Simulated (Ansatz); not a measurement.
Ti (slab)

Input file:

```
crystal:
  lattice:
    - [2.9381632085, 0.0, 0.0]
    - [0.0, 4.6504654184, 0.0]
    - [0.0, 0.0, 21.2842241658]
  atoms:
    - { symbol: Ti, position: [0.0, 0.75, 0.1879326194] }
    - { symbol: Ti, position: [0.5, 0.25, 0.2277825408] }
    - { symbol: Ti, position: [0.5, 0.75, 0.3074823836] }
    - { symbol: Ti, position: [0.0, 0.25, 0.3461291983] }
    - { symbol: Ti, position: [0.0, 0.75, 0.4220680087] }
    - { symbol: Ti, position: [0.5, 0.25, 0.4596937191] }
basis:
  ecutwfc: 420
kpoints:
  mp_grid: { grid: [9, 6, 1] }
hamiltonian:
  xc: pbe
  pseudopotentials: { kind: paw, azcp: { folder: soft_1 } }
scf:
  occupations: { method: gaussian, width: 0.1 }
output:
  forces: true
  eigenvalues: true
  write_density: true
  write_potential: true
  elf: true
  volumetric_format: npy
efield:
  axis: 3
  dipole_correction: true
  ramp_width: 0.04
```

Command:

```sh
ansatz run input.yaml --threads 2 --pin off --max-ram 6144MiB --backend cpu --events-out ev --progress --plain --runs-dir out
```

Not relaxed (largest force 0.4 eV/Å); computed without spin polarisation; PAW files of the earlier set (soft_1).

Theory: DFT PBE, scalar-relativistic, plane waves, PAW in Ansatz 0.2.0.

What can the converged valence pseudo-density and electron localisation function tell about the bonding?

Answer. Ti–Ti (2.88 Å): ρ at the midpoint is about 0.2 e/Å³; the ELF is about 0.25 at the midpoint: no localised pair shows between them.

Metal or insulator at this level of theory?

Answer. It is metallic or semimetallic at this level of theory: no gap opens.

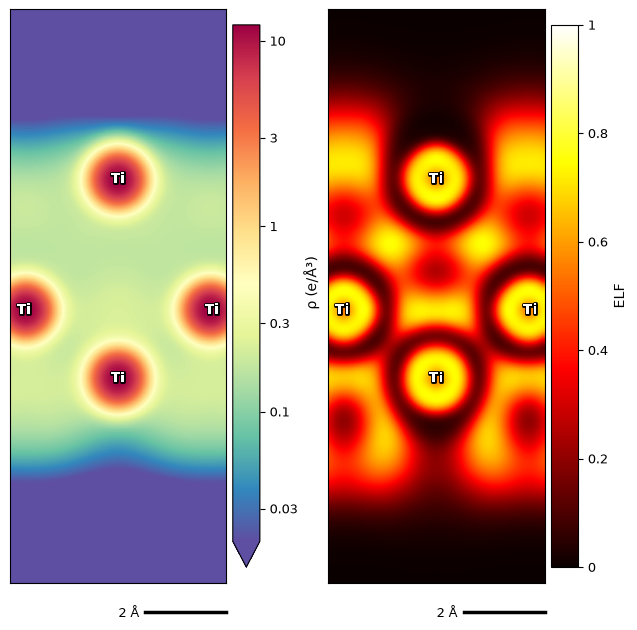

Computed valence pseudo-density and electron localisation function on the (100) plane of the calculation cell, a cut from vacuum to vacuum, in this order. 

Core electrons are frozen (PAW), and the valence fields are smoothed inside the atomic spheres.
